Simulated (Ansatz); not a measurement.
## Nudged elastic band, with input and output: Ti₁₂HO₂₄ (charge +1) (part 1 of 3)

System: Ti₁₂HO₂₄ (defect cell, 37 atoms in the cell, total charge +1).
Method: DFT PBEsol, scalar-relativistic, plane waves, PAW, no spin polarisation (Ansatz 0.2.0).

The structure derives from a Materials Project entry. It belongs to a series of runs on one base structure; here: climbing-image band for the jump of H by 0.82 A.

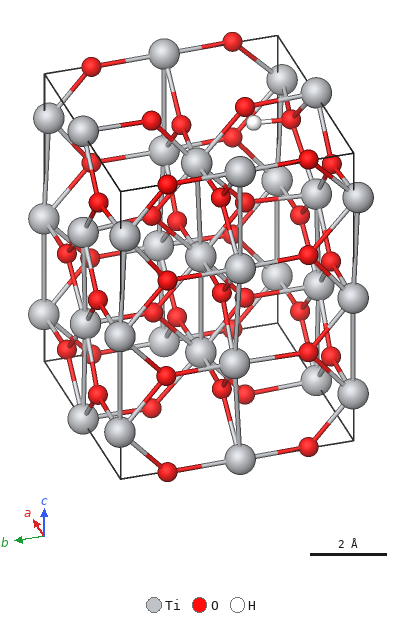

*The input geometry (ball-and-stick view of the cell of the calculation, seen at an oblique angle).*

The input
```yaml
crystal:
  lattice:
    - [-4.5912433041, -4.5912433041, 0.0]
    - [-4.5912433041, 4.5912433041, 0.0]
    - [0.0, 0.0, -8.8170405773]
  atoms:
    - { symbol: Ti, position: [-0.0019401302, 0.48739424, 0.6652534524] }
    - { symbol: Ti, position: [0.0078740923, 0.5088310364, 0.3333548255] }
    - { symbol: Ti, position: [-0.0019337034, 0.4876251915, 1.0014713456] }
    - { symbol: Ti, position: [0.489667878, 0.0007820629, 0.6573363635] }
    - { symbol: Ti, position: [0.5018753215, -0.013576128, 0.3333073056] }
    - { symbol: Ti, position: [0.4897501239, 0.0005300506, 1.0092772051] }
    - { symbol: Ti, position: [0.5044072828, 0.4911960053, 0.4997579135] }
    - { symbol: Ti, position: [0.5043851533, 0.4909611776, 0.1667995281] }
    - { symbol: Ti, position: [0.4899838977, 0.5132890539, 0.8332842243] }
    - { symbol: Ti, position: [-0.0071131874, 0.0047329703, 0.4995644672] }
    - { symbol: Ti, position: [-0.0070511202, 0.0049608016, 0.1670033268] }
    - { symbol: Ti, position: [0.0219011856, -0.0260355706, 0.8332932356] }
    - { symbol: O, position: [0.805024303, 0.4949718816, 0.5001137235] }
    - { symbol: O, position: [0.8050359756, 0.4950035606, 0.1665394595] }
    - { symbol: O, position: [0.8017084572, 0.4778326932, 0.8333394655] }
    - { symbol: O, position: [0.3044273416, -0.001914509, 0.4983648169] }
    - { symbol: O, position: [0.3044516132, -0.0019290352, 0.1682889015] }
    - { symbol: O, position: [0.3118448311, -0.0078468415, 0.8333173737] }
    - { symbol: O, position: [0.0097040231, 0.1905888082, 0.6670510349] }
    - { symbol: O, position: [0.0008659988, 0.1935741137, 0.3333461027] }
    - { symbol: O, position: [0.0096940453, 0.1906196418, 0.9996229169] }
    - { symbol: O, position: [0.5080865527, 0.7011944754, 0.6679614378] }
    - { symbol: O, position: [0.502671309, 0.6955182209, 0.3333285089] }
    - { symbol: O, position: [0.5080808548, 0.7011542386, 0.9987021245] }
    - { symbol: O, position: [-0.0017398344, 0.8045532791, 0.3333381577] }
    - { symbol: O, position: [-0.0058761323, 0.8003828129, 9.03055e-05] }
    - { symbol: O, position: [-0.0059327871, 0.8003595556, 0.666582853] }
    - { symbol: O, position: [0.4996888287, 0.3044817791, 0.3333444591] }
    - { symbol: O, position: [0.4939081655, 0.3051400853, -0.0006616133] }
    - { symbol: O, position: [0.4938536936, 0.3051470753, 0.6673136368] }
    - { symbol: O, position: [0.1967088507, 0.5014103307, 0.5003966092] }
    - { symbol: O, position: [0.1967061264, 0.5014096255, 0.1662703975] }
    - { symbol: O, position: [0.1947370653, 0.5062217028, 0.833323946] }
    - { symbol: O, position: [0.6943394004, 0.0035579017, 0.5002566117] }
    - { symbol: O, position: [0.6943705933, 0.0035537529, 0.1664063125] }
    - { symbol: O, position: [0.7069317914, 0.0383875412, 0.8333394115] }
    - { symbol: H, position: [0.7275392556, 0.1912198814, 0.8334283213] }
total_charge: 1
basis:
  ecutwfc: 420
  xc_grid: 2
kpoints:
  mp_grid: { grid: [2, 2, 2], shift: [0.5, 0.5, 0.5] }
hamiltonian:
  xc: pbesol
scf:
  occupations: { method: gaussian, width: 0.02 }
output:
  forces: true
neb:
  images: 5
  f_tol: 0.05
  max_iterations: 70
  order_check: false
  final_atoms:
    - { symbol: Ti, position: [0.010332122, 0.4992179371, 0.6573363635] }
    - { symbol: Ti, position: [-0.0018753215, 0.513576128, 0.3333073056] }
    - { symbol: Ti, position: [0.0102498761, 0.4994699494, 1.0092772051] }
    - { symbol: Ti, position: [0.5019401302, 0.01260576, 0.6652534524] }
    - { symbol: Ti, position: [0.4921259077, -0.0088310364, 0.3333548255] }
    - { symbol: Ti, position: [0.5019337034, 0.0123748085, 1.0014713456] }
    - { symbol: Ti, position: [0.5071131874, 0.4952670297, 0.4995644672] }
    - { symbol: Ti, position: [0.5070511202, 0.4950391984, 0.1670033268] }
    - { symbol: Ti, position: [0.4780988144, 0.5260355706, 0.8332932356] }
    - { symbol: Ti, position: [-0.0044072828, 0.0088039947, 0.4997579135] }
    - { symbol: Ti, position: [-0.0043851533, 0.0090388224, 0.1667995281] }
    - { symbol: Ti, position: [0.0100161023, -0.0132890539, 0.8332842243] }
    - { symbol: O, position: [0.8056605996, 0.4964420983, 0.5002566117] }
    - { symbol: O, position: [0.8056294067, 0.4964462471, 0.1664063125] }
    - { symbol: O, position: [0.7930682086, 0.4616124588, 0.8333394115] }
    - { symbol: O, position: [0.3032911493, -0.0014103307, 0.5003966092] }
    - { symbol: O, position: [0.3032938736, -0.0014096255, 0.1662703975] }
    - { symbol: O, position: [0.3052629347, -0.0062217028, 0.833323946] }
    - { symbol: O, position: [0.0061463064, 0.1948529247, 0.6673136368] }
    - { symbol: O, position: [0.0003111713, 0.1955182209, 0.3333444591] }
    - { symbol: O, position: [0.0060918345, 0.1948599147, 0.9993383867] }
    - { symbol: O, position: [0.5059327871, 0.6996404444, 0.666582853] }
    - { symbol: O, position: [0.5017398344, 0.6954467209, 0.3333381577] }
    - { symbol: O, position: [0.5058761323, 0.6996171871, 1.0000903055] }
    - { symbol: O, position: [-0.002671309, 0.8044817791, 0.3333285089] }
    - { symbol: O, position: [-0.0080808548, 0.7988457614, -0.0012978755] }
    - { symbol: O, position: [-0.0080865527, 0.7988055246, 0.6679614378] }
    - { symbol: O, position: [0.4991340012, 0.3064258863, 0.3333461027] }
    - { symbol: O, position: [0.4903059547, 0.3093803582, -0.0003770831] }
    - { symbol: O, position: [0.4902959769, 0.3094111918, 0.6670510349] }
    - { symbol: O, position: [0.1955726584, 0.501914509, 0.4983648169] }
    - { symbol: O, position: [0.1955483868, 0.5019290352, 0.1682889015] }
    - { symbol: O, position: [0.1881551689, 0.5078468415, 0.8333173737] }
    - { symbol: O, position: [0.694975697, 0.0050281184, 0.5001137235] }
    - { symbol: O, position: [0.6949640244, 0.0049964394, 0.1665394595] }
    - { symbol: O, position: [0.6982915428, 0.0221673068, 0.8333394655] }
    - { symbol: H, position: [0.7724607444, 0.3087801186, 0.8334283213] }
```

Run on 8 threads of Intel Xeon @ 2.50GHz (Skylake/Cascade Lake), 192 GiB of memory available, shared host.

Launched with:
```bash
ansatz run input.yaml --threads 8 --pin off --max-ram 20480MiB --backend cpu --events-out ev --progress --plain --runs-dir out
```

What the program printed
```
Warning: neb: disabling space-group detection — the band's intermediate images generally break the endpoint symmetry, so no spatial operation reduces the k-mesh or symmetrises the density, except that a semilocal band can use its path's symmetry ahead of convergence; time reversal is kept, so that k and −k are solved as one point where they differ and the mesh holds both, and exact exchange and, on two spinor components, a DFT+U term hold to it where the run has them: on two components no moment then forms, and a state that bears one, which a typed moment (crystal.atoms[].spin; refused beside efield: under a hybrid functional) reaches, can lie lower, under hf by electronvolts; crystal.symmetry.detect: false (a key that needs symmetry detection or time reversal refuses this as the deck is read) with time_reversal: false beside it drops time reversal too
Engine: ansatz 0.2.0, x86_64-unknown-linux-gnu
Pseudopotentials: kind: paw
Pseudopotential: Ti, paw, valence charge 12, recommended cutoff 420 eV (normal), Ti.paw.azcp
Pseudopotential: O, paw, valence charge 6, recommended cutoff 420 eV (normal), O.paw.azcp
Pseudopotential: H, paw, valence charge 1, recommended cutoff 420 eV (normal), H.paw.azcp
Functional definition: PBEsol
  exchange = pbesol_x
  correlation = pbesol_c
parallel-image band execution: 2 concurrent image workers
NEB image 0
Crystal: 37 atoms, lattice volume = 371.718 Å³
Basis set: ecut = 420 eV, 7297 PW (Γ), exchange–correlation on 90×90×120 points (8 copies of the dense FFT grid, shifted against one another)
Bands: 181, of which v1, the nominal top of the filled ones, is band 144 counted from 1 (143 counted from 0)
Symmetry: 1 space group operations
k-points: 4 of 8 (time reversal used)
Non-local potential: Ti, projectors of the file, l = 0: 3, l = 1: 2, l = 2: 3, l = 3: 1
Non-local potential: O, projectors of the file, l = 0: 2, l = 1: 2, l = 2: 1
Non-local potential: H, projectors of the file, l = 0: 2, l = 1: 1
PAW form: soft (Blöchl's): semilocal exchange-correlation on the pseudo side does not see the compensation charge
PAW frozen core: Ti, regenerated for the run's functional, and the local potential with it (the file was generated under x = pbe(κ = 0.804, μ = 0.2195149727645171), c = pbe(β = 0.06672455060314922))
PAW frozen core: O, regenerated for the run's functional, and the local potential with it (the file was generated under x = pbe(κ = 0.804, μ = 0.2195149727645171), c = pbe(β = 0.06672455060314922))
PAW one-centre angular grid: Ti, 590 points (default); XC on 64 Gauss nodes
PAW one-centre angular grid: O, 110 points (default); XC on 64 Gauss nodes
PAW one-centre angular grid: H, 110 points (default); XC on 64 Gauss nodes
Initial density: superposition of atomic densities (neutral atoms scaled as one to the charged cell's electrons: chi_scale 0, normalization atom), corrected by the library's trained network
Initial wavefunctions: pseudopotential atomic-orbital guess
Functional: x = pbesol(κ = 0.804, μ = 0.12345679012345678), c = pbesol(β = 0.046)
SCF iter   1: F=—  HF=-43224.753514 eV  |F-HF|=—  |Δ(HF+E_count)|=         —  Δρ=1.99e-2  dr2=1.49e0  ethr=1.77e-3  ⟨swp⟩=4.5  Hψ=2662  notcnv=0  defer=30
preconditioner: auto → Resta (q_TF=auto, 2.615 Å⁻¹)  ε∞=8.9  [insulator: Δε(μ)=2.225 eV  Ē_g=9.479 eV  σ=0.020 eV  W_gap=1.00  n_scr=122 (ndim 8)  ℏωp=26.7 eV  f_vac=0.017  D(μ)=0.00/eV (n_scr^D=0)  ε∞_Penn≈8.9]
SCF iter   2: F=—  HF=-43224.566815 eV  |F-HF|=—  |Δ(HF+E_count)|=   1.87e-1  Δρ=1.10e-2  dr2=3.77e-1  ethr=5.18e-4  ⟨swp⟩=2.0  Hψ=1148  notcnv=0  defer=120
SCF iter   3: F=—  HF=-43224.502547 eV  |F-HF|=—  |Δ(HF+E_count)|=   6.43e-2  Δρ=2.09e-3  dr2=9.99e-3  ethr=1.31e-4  ⟨swp⟩=2.0  Hψ=916  notcnv=0  defer=120
SCF iter   4: F=—  HF=-43224.505565 eV  |F-HF|=—  |Δ(HF+E_count)|=   3.02e-3  Δρ=6.63e-4  dr2=1.78e-3  ethr=3.47e-6  ⟨swp⟩=3.0  Hψ=1212  notcnv=0  defer=120
SCF iter   5: F=—  HF=-43224.505289 eV  |F-HF|=—  |Δ(HF+E_count)|=   2.76e-4  Δρ=2.93e-4  dr2=2.99e-4  ethr=6.18e-7  ⟨swp⟩=2.0  Hψ=1050  notcnv=0  defer=120
SCF iter   6: F=—  HF=-43224.505274 eV  |F-HF|=—  |Δ(HF+E_count)|=   1.46e-5  Δρ=1.51e-4  dr2=8.57e-5  ethr=1.04e-7  ⟨swp⟩=2.0  Hψ=946  notcnv=0  defer=120
SCF iter   7: F=—  HF=-43224.504613 eV  |F-HF|=—  |Δ(HF+E_count)|=   6.61e-4  Δρ=4.45e-5  dr2=8.32e-6  ethr=2.98e-8  ⟨swp⟩=2.0  Hψ=1126  notcnv=0  defer=120
SCF iter   8: F=—  HF=-43224.504615 eV  |F-HF|=—  |Δ(HF+E_count)|=   1.86e-6  Δρ=4.15e-5  dr2=6.72e-6  ethr=2.89e-9  ⟨swp⟩=2.0  Hψ=1180  notcnv=0  defer=120
SCF iter   9: F=—  HF=-43224.504614 eV  |F-HF|=—  |Δ(HF+E_count)|=   9.52e-7  Δρ=1.44e-5  dr2=9.31e-7  ethr=2.33e-9  ⟨swp⟩=2.0  Hψ=888  notcnv=0  defer=120
SCF iter  10: F=—  HF=-43224.504614 eV  |F-HF|=—  |Δ(HF+E_count)|=   7.40e-8  Δρ=5.40e-6  dr2=1.16e-7  ethr=3.23e-10  ⟨swp⟩=2.0  Hψ=989  notcnv=0  defer=120
SCF iter  11: F=-43224.504614 eV  HF=-43224.504614 eV  |F-HF|=3.73e-9  |Δ(HF+E_count)|=   2.31e-8  Δρ=2.16e-6  dr2=1.71e-8  ethr=3.47e-11  ⟨swp⟩=4.0  Hψ=2088  notcnv=0
SCF 1 converged in 11 iterations: F = -43224.504614 eV  dr2 = 1.71e-8
  greatest PAW one-centre occupation: 0.999 electrons in one spin orbital (limit 2), on the Ti atom at site 3 (counted from 0), in its partial waves of l = 0
NSCF: frozen V_eff on 4 k-points
NEB image 6
SCF iter   1: F=—  HF=-43224.753677 eV  |F-HF|=—  |Δ(HF+E_count)|=         —  Δρ=1.99e-2  dr2=1.49e0  ethr=1.77e-3  ⟨swp⟩=4.8  Hψ=2663  notcnv=0  defer=30
SCF iter   2: F=—  HF=-43224.566950 eV  |F-HF|=—  |Δ(HF+E_count)|=   1.87e-1  Δρ=1.10e-2  dr2=3.76e-1  ethr=5.18e-4  ⟨swp⟩=2.0  Hψ=1148  notcnv=0  defer=120
SCF iter   3: F=—  HF=-43224.502732 eV  |F-HF|=—  |Δ(HF+E_count)|=   6.42e-2  Δρ=2.09e-3  dr2=9.99e-3  ethr=1.31e-4  ⟨swp⟩=2.0  Hψ=916  notcnv=0  defer=120
SCF iter   4: F=—  HF=-43224.505743 eV  |F-HF|=—  |Δ(HF+E_count)|=   3.01e-3  Δρ=6.61e-4  dr2=1.77e-3  ethr=3.47e-6  ⟨swp⟩=3.0  Hψ=1212  notcnv=0  defer=120
SCF iter   5: F=—  HF=-43224.505481 eV  |F-HF|=—  |Δ(HF+E_count)|=   2.62e-4  Δρ=2.94e-4  dr2=3.00e-4  ethr=6.16e-7  ⟨swp⟩=2.0  Hψ=1050  notcnv=0  defer=120
SCF iter   6: F=—  HF=-43224.505457 eV  |F-HF|=—  |Δ(HF+E_count)|=   2.41e-5  Δρ=1.51e-4  dr2=8.58e-5  ethr=1.04e-7  ⟨swp⟩=2.0  Hψ=946  notcnv=0  defer=120
SCF iter   7: F=—  HF=-43224.504613 eV  |F-HF|=—  |Δ(HF+E_count)|=   8.44e-4  Δρ=4.26e-5  dr2=7.63e-6  ethr=2.98e-8  ⟨swp⟩=2.5  Hψ=1070  notcnv=0  defer=120
SCF iter   8: F=—  HF=-43224.504615 eV  |F-HF|=—  |Δ(HF+E_count)|=   1.91e-6  Δρ=3.93e-5  dr2=6.15e-6  ethr=2.65e-9  ⟨swp⟩=2.0  Hψ=1180  notcnv=0  defer=120
SCF iter   9: F=—  HF=-43224.504614 eV  |F-HF|=—  |Δ(HF+E_count)|=   8.91e-7  Δρ=1.33e-5  dr2=7.92e-7  ethr=2.13e-9  ⟨swp⟩=2.0  Hψ=888  notcnv=0  defer=120
SCF iter  10: F=—  HF=-43224.504614 eV  |F-HF|=—  |Δ(HF+E_count)|=   4.81e-8  Δρ=5.57e-6  dr2=1.22e-7  ethr=2.75e-10  ⟨swp⟩=2.0  Hψ=997  notcnv=0  defer=120
SCF iter  11: F=-43224.504614 eV  HF=-43224.504614 eV  |F-HF|=3.13e-9  |Δ(HF+E_count)|=   1.81e-8  Δρ=2.16e-6  dr2=1.69e-8  ethr=3.47e-11  ⟨swp⟩=4.0  Hψ=2168  notcnv=0
SCF 2 converged in 11 iterations: F = -43224.504614 eV  dr2 = 1.69e-8
[... from here on the iterations of each SCF are left out, up to the last one ...]
NSCF: frozen V_eff on 4 k-points
NEB end point (image 0): max|allowed force component| = 1.063e-2 eV/Å (the criterion of neb.relax_end_points is 1.000e-2)
NEB end point (image 6): max|allowed force component| = 1.063e-2 eV/Å (the criterion of neb.relax_end_points is 1.000e-2)
NEB image 1
preconditioner: auto → Resta (q_TF=auto, 2.615 Å⁻¹)  ε∞=9.0  [insulator: Δε(μ)=2.234 eV  Ē_g=9.455 eV  σ=0.020 eV  W_gap=1.00  n_scr=122 (ndim 8)  ℏωp=26.7 eV  f_vac=0.017  D(μ)=0.00/eV (n_scr^D=0)  ε∞_Penn≈9.0]
SCF 3 converged in 11 iterations: F = -43224.243958 eV  dr2 = 1.61e-8
NEB image 2
preconditioner: auto → Resta (q_TF=auto, 2.615 Å⁻¹)  ε∞=9.0  [insulator: Δε(μ)=2.243 eV  Ē_g=9.434 eV  σ=0.020 eV  W_gap=1.00  n_scr=122 (ndim 8)  ℏωp=26.7 eV  f_vac=0.017  D(μ)=0.00/eV (n_scr^D=0)  ε∞_Penn≈9.0]
SCF 4 converged in 11 iterations: F = -43223.865152 eV  dr2 = 1.68e-8
NEB image 3
preconditioner: auto → Resta (q_TF=auto, 2.615 Å⁻¹)  ε∞=9.0  [insulator: Δε(μ)=2.249 eV  Ē_g=9.426 eV  σ=0.020 eV  W_gap=1.00  n_scr=122 (ndim 8)  ℏωp=26.7 eV  f_vac=0.017  D(μ)=0.00/eV (n_scr^D=0)  ε∞_Penn≈9.0]
SCF 5 converged in 11 iterations: F = -43223.706632 eV  dr2 = 1.70e-8
NEB image 4
SCF 6 converged in 11 iterations: F = -43223.865152 eV  dr2 = 1.71e-8
NEB image 5
SCF 7 converged in 11 iterations: F = -43224.243958 eV  dr2 = 1.59e-8
NEB iter   1: max|band force component| = 2.199e0 eV/Å  barrier→ = 0.7980 eV  barrier← = 0.7980 eV  Δτ_max = 0.1093 Å  (77 SCF iters)
NEB image 1
Initial density: handed on by an earlier stage of this run
Initial wavefunctions: those handed on with the density
preconditioner: auto → Resta (q_TF=auto, 2.615 Å⁻¹)  ε∞=8.6  [insulator: Δε(μ)=2.476 eV  Ē_g=9.650 eV  σ=0.020 eV  W_gap=1.00  n_scr=122 (ndim 8)  ℏωp=26.7 eV  f_vac=0.016  D(μ)=0.00/eV (n_scr^D=0)  ε∞_Penn≈8.6]
SCF 8 converged in 9 iterations: F = -43224.411386 eV  dr2 = 2.79e-8
NEB image 2
preconditioner: auto → Resta (q_TF=auto, 2.615 Å⁻¹)  ε∞=8.7  [insulator: Δε(μ)=2.483 eV  Ē_g=9.635 eV  σ=0.020 eV  W_gap=1.00  n_scr=122 (ndim 8)  ℏωp=26.7 eV  f_vac=0.016  D(μ)=0.00/eV (n_scr^D=0)  ε∞_Penn≈8.7]
SCF 9 converged in 9 iterations: F = -43224.201154 eV  dr2 = 6.60e-8
NEB image 3
preconditioner: auto → Resta (q_TF=auto, 2.615 Å⁻¹)  ε∞=8.7  [insulator: Δε(μ)=2.488 eV  Ē_g=9.628 eV  σ=0.020 eV  W_gap=1.00  n_scr=122 (ndim 8)  ℏωp=26.7 eV  f_vac=0.016  D(μ)=0.00/eV (n_scr^D=0)  ε∞_Penn≈8.7]
SCF 10 converged in 9 iterations: F = -43224.090484 eV  dr2 = 7.27e-8
NEB image 4
SCF 11 converged in 9 iterations: F = -43224.201154 eV  dr2 = 6.62e-8
NEB image 5
SCF 12 converged in 9 iterations: F = -43224.411386 eV  dr2 = 3.26e-8
NEB iter   2: max|band force component| = 1.619e0 eV/Å  barrier→ = 0.4141 eV  barrier← = 0.4141 eV  Δτ_max = 0.1996 Å  (45 SCF iters)
[... from here on the SCF iterations and repeated set-up lines of each step are left out, up to the last step ...]
NEB image 1
SCF 13 converged in 10 iterations: F = -43224.388498 eV  dr2 = 2.84e-8
NEB image 2
SCF 14 converged in 11 iterations: F = -43223.822497 eV  dr2 = 3.13e-8
NEB image 3
SCF 15 converged in 10 iterations: F = -43224.010362 eV  dr2 = 8.82e-8
NEB image 4
SCF 16 converged in 11 iterations: F = -43223.822519 eV  dr2 = 3.32e-8
NEB image 5
SCF 17 converged in 10 iterations: F = -43224.388500 eV  dr2 = 3.28e-8
NEB iter   3: max|band force component| = 6.478e0 eV/Å  barrier→ = 0.6821 eV  barrier← = 0.6821 eV  Δτ_max = 0.1000 Å  (52 SCF iters)
NEB image 1
SCF 18 converged in 10 iterations: F = -43224.436783 eV  dr2 = 4.52e-8
NEB image 2
SCF 19 converged in 11 iterations: F = -43224.185467 eV  dr2 = 3.22e-8
NEB image 3
SCF 20 converged in 9 iterations: F = -43224.252699 eV  dr2 = 6.35e-8
NEB image 4
SCF 21 converged in 11 iterations: F = -43224.185496 eV  dr2 = 3.41e-8
NEB image 5
SCF 22 converged in 10 iterations: F = -43224.436766 eV  dr2 = 4.84e-8
NEB iter   4: max|band force component| = 9.082e-1 eV/Å  barrier→ = 0.3191 eV  barrier← = 0.3191 eV  Δτ_max = 0.0869 Å  (51 SCF iters)
NEB image 1
SCF 23 converged in 10 iterations: F = -43224.476659 eV  dr2 = 1.34e-8
NEB image 2
SCF 24 converged in 10 iterations: F = -43224.374068 eV  dr2 = 7.38e-8
NEB image 3
SCF 25 converged in 6 iterations: F = -43224.253966 eV  dr2 = 8.27e-8
NEB image 4
SCF 26 converged in 10 iterations: F = -43224.374069 eV  dr2 = 7.31e-8
NEB image 5
SCF 27 converged in 9 iterations: F = -43224.476659 eV  dr2 = 9.44e-8
NEB iter   5: max|band force component| = 2.903e-1 eV/Å  barrier→ = 0.2506 eV  barrier← = 0.2506 eV  CI = image 3  Δτ_max = 0.0100 Å  (45 SCF iters)
NEB image 1
SCF 28 converged in 7 iterations: F = -43224.478556 eV  dr2 = 2.01e-8
NEB image 2
SCF 29 converged in 8 iterations: F = -43224.378851 eV  dr2 = 2.44e-8
NEB image 3
SCF 30 converged in 7 iterations: F = -43224.255455 eV  dr2 = 7.01e-8
NEB image 4
SCF 31 converged in 8 iterations: F = -43224.378864 eV  dr2 = 2.44e-8
NEB image 5
SCF 32 converged in 7 iterations: F = -43224.478560 eV  dr2 = 2.11e-8
NEB iter   6: max|band force component| = 1.489e-1 eV/Å  barrier→ = 0.2492 eV  barrier← = 0.2492 eV  CI = image 3  Δτ_max = 0.0062 Å  (37 SCF iters)
NEB image 1
SCF 33 converged in 6 iterations: F = -43224.479349 eV  dr2 = 3.24e-8
NEB image 2
SCF 34 converged in 7 iterations: F = -43224.379774 eV  dr2 = 4.86e-8
NEB image 3
SCF 35 converged in 7 iterations: F = -43224.256574 eV  dr2 = 4.00e-8
NEB image 4
SCF 36 converged in 7 iterations: F = -43224.379768 eV  dr2 = 4.81e-8
NEB image 5
SCF 37 converged in 6 iterations: F = -43224.479347 eV  dr2 = 3.51e-8
NEB iter   7: max|band force component| = 5.240e-2 eV/Å  barrier→ = 0.2480 eV  barrier← = 0.2480 eV  CI = image 3  Δτ_max = 0.0113 Å  (33 SCF iters)
NEB image 1
SCF 38 converged in 7 iterations: F = -43224.480447 eV  dr2 = 6.41e-8
```
